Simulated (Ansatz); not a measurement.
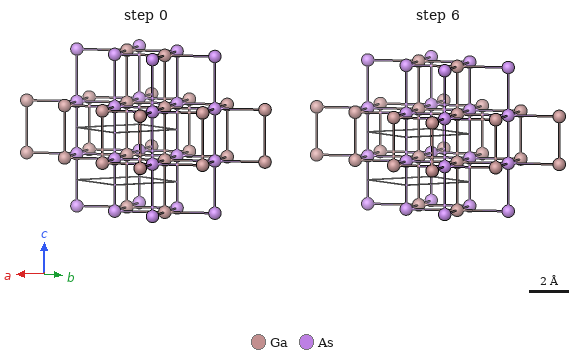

The structure of crystalline GaAs (a generated structure, set up in P4/mmm) before (left) and after (right) a relaxation, at one scale.

The picture is a ball-and-stick view of the cell of the calculation, repeated 1 × 2 × 2 with one cell outlined, seen from a free direction.

The run lets cell and atoms move.

Method: Kohn-Sham DFT of a periodic cell, PBEsol0, Ansatz PAW (Ansatz).

The input:
```yaml
crystal:
  lattice:
    - [3.81014, 0.0, 0.0]
    - [0.0, 3.81014, 0.0]
    - [0.0, 0.0, 2.73891]
  atoms:
    - { symbol: Ga, position: [0.5, 0.5, 0.5] }
    - { symbol: As, position: [0.0, 0.0, 0.5] }
hamiltonian:
  xc: { exchange: pbesol, correlation: pbesol, exx: { coeff: 0.25 } }
  pseudopotentials: { kind: paw }
kpoints:
  mp_grid: { grid: [4, 4, 5] }
scf:
  occupations: { method: fermi_dirac, width: 0.05 }
output:
  forces: true
  stress: true
  eigenvalues: true
relax:
  f_tol: 0.01
  max_steps: 40
  cell: { stress_tol: 0.05 }
```

### Describe what moved and what it gained.

The energy falls by 109 meV per atom in 5 accepted moves (6 points after the start). All forces vanish by symmetry, so only the cell relaxes. Pressure: −3.16 GPa at the start and 0.01 GPa at the end. The SCF was repeated once at an unchanged geometry on a basis and grid sized afresh for the cell, which shifted the energy by 0.4 meV per atom at most. The atoms keep their places relative to the cell (all moves are under 0.005 Å). Cell: a = b 3.810 → 3.879 Å (+1.8 %), c 2.739 → 2.512 Å (−8.3 %). Volume −4.9 %. Near-neighbour distances that change, for instance: As–As 2.739 → 2.512 Å, Ga–Ga 2.739 → 2.512 Å, As–Ga 2.694 → 2.743 Å. The space group stays P4/mmm (No. 123).

Limits of the set-up: the k-point mesh is coarse for a cell with partly filled bands.
